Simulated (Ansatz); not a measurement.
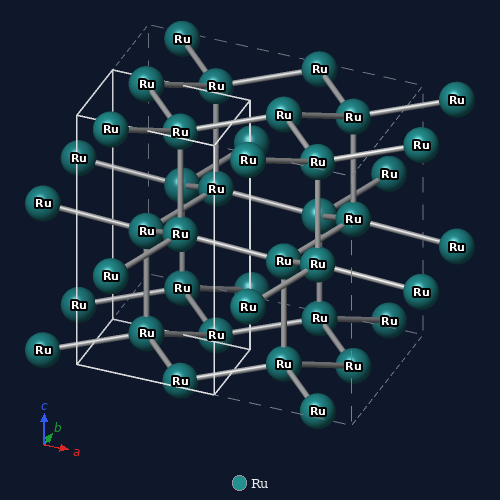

System Ru (space group P6_3/mmc, No. 194); source of the atomic positions: the end point of a relaxation with Ansatz, DFT r2SCAN, scalar-relativistic, plane waves, PAW; the starting structure was generated, so it need not be a known form of this composition.

Bonds are taken as Ru–Ru below 2.7 Å. Atoms with one bond or none are removed and atoms with two bonds are replaced by edges, until no such atom is left.

What kind of net remains, and which atoms are its nodes?

A uninodal 4-connected, three-periodic net: Ru is a 4-connected node.

Name the underlying net.

It is the lon net, known from lonsdaleite, wurtzite and tridymite.

Is the net interpenetrated?

It is a single net, without interpenetration.

How many nodes does the smallest cycle have?

Six.
